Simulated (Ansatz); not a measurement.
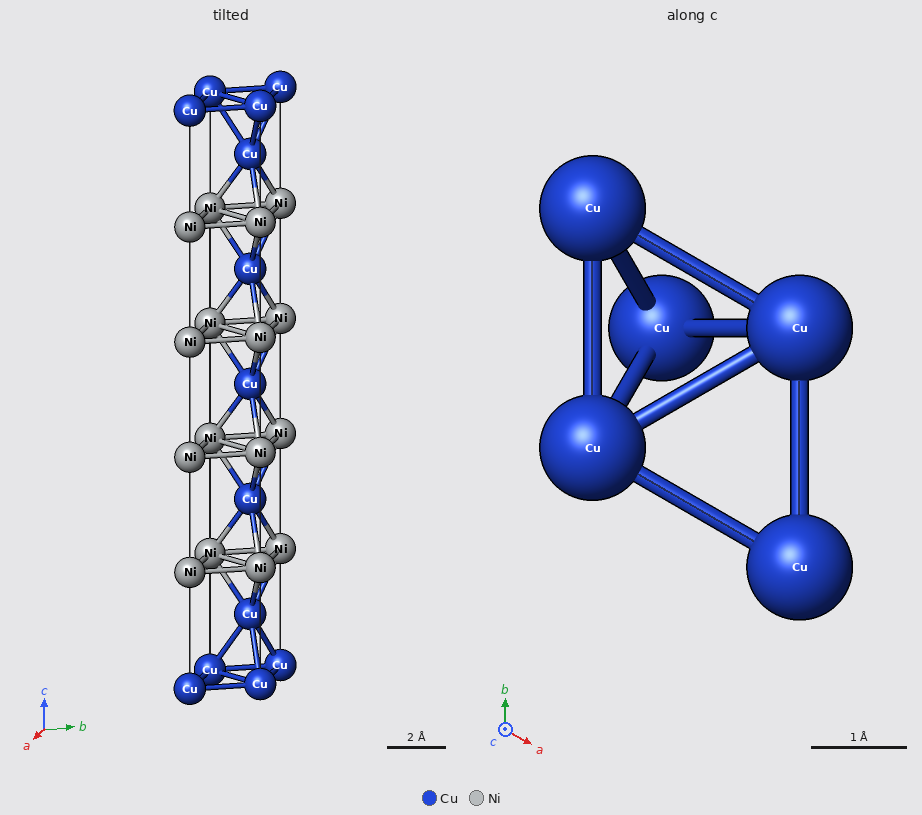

We look at a ball-and-stick model of the crystal slightly off an axis and along the c axis. The conventional unit cell is drawn as a box. Cell: a = 2.52 Å, b = 2.52 Å, c = 20.88 Å, α = 90.00°, β = 90.00°, γ = 120.00°.

Starting structure: a structure type filled with these elements by a generator (whether the compound takes this form wasn't checked). Earlier steps of the study, as a rule a relaxation of our own, may have changed the cell and positions, so they can lie some per cent off the listed ones. It went into a calculation with Ansatz.

What structure is drawn here?

Its composition is Cu3Ni2. Space group: P-6m2 (No. 187). Lattice: primitive hexagonal. In the cell are 6 Cu, 4 Ni, which makes 2 formula units. Each Ni has six Cu and six Ni in an anticuboctahedral arrangement (about 2.5 Å to Cu, 2.5 Å to Ni). Within bonding distance, the neighbour counts come to Cu 12. The bonds build a three-dimensional framework.

Run with DFT r2SCAN, scalar-relativistic, plane waves, PAW (Ansatz 0.2.0) and these settings: E_cut = 500 eV, the zone sampled with 18×18×2 points, Gaussian smearing of 0.1 eV, no spin polarisation (a spin-restricted run, not always the ground state).

What does the calculation say: metal or gapped?

A metal: bands cross the Fermi level.

What are the atomic charges by Bader's partition?

Cu +0.01 to +0.05 e; Ni -0.06 e.

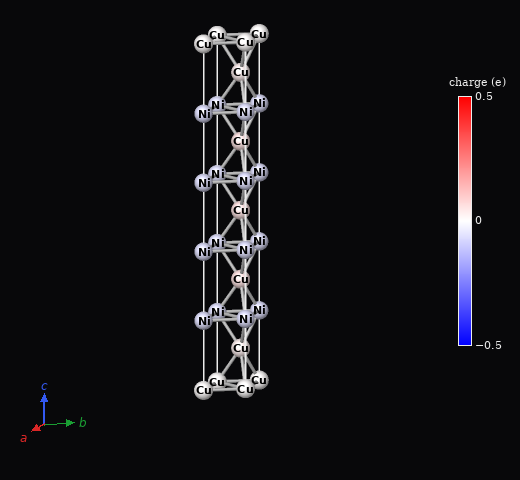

The atoms coloured by those charges. The run's cell of 10 atoms is drawn.

Does this geometry sit at a stationary point of the energy?

No. The largest force is 0.03 eV/Å. The pressure is -7.3 GPa, so the cell would contract.
